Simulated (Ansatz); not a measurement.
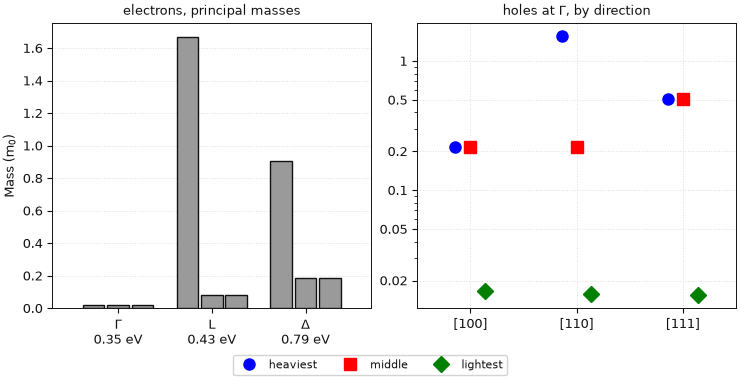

Effective masses at the band extrema of diamond-type Ge, space group Fd-3m (No. 227), 2 atoms in the primitive cell, in a cell relaxed beforehand (cubic a = 5.675 Å), in units of the free-electron mass, from finite differences of the levels. Left, the three principal masses of each conduction valley, with its energy above the valence top; right, the masses of the bands that meet at the valence top. Δ is the valley on the line from Γ to X.

Computed with Ansatz: r2SCAN, Ansatz PAW set, no spin polarisation, no spin-orbit coupling, 12×12×12 k mesh, 500 eV cutoff.

Question: What are the masses of the lowest valley?

Answer: It lies at Γ, 0.35 eV above the valence top, and is isotropic with m* = 0.0168.

Question: How do the hole masses depend on direction?

Answer: Along [100] 0.215, 0.215 and 0.0167; along [110] 1.56, 0.215 and 0.0157; along [111] 0.506, 0.506 and 0.0154.

```
valley  energy (eV)  valleys      m1      m2      m3
     Γ         0.35        1  0.0168  0.0168  0.0168
     L         0.43        4    1.67  0.0791  0.0791
     Δ         0.79        6   0.908   0.185   0.185
```

Spin-orbit coupling is left out, which matters for Ge. The PAW data sets were made with another functional. Measured Ge has an indirect gap, with the conduction bottom at L. LDA, GGA and most meta-GGA functionals understate gaps. Without spin-orbit coupling the bands that meet at the top aren't the heavy and light holes of experiment. An understated gap makes light masses too light.
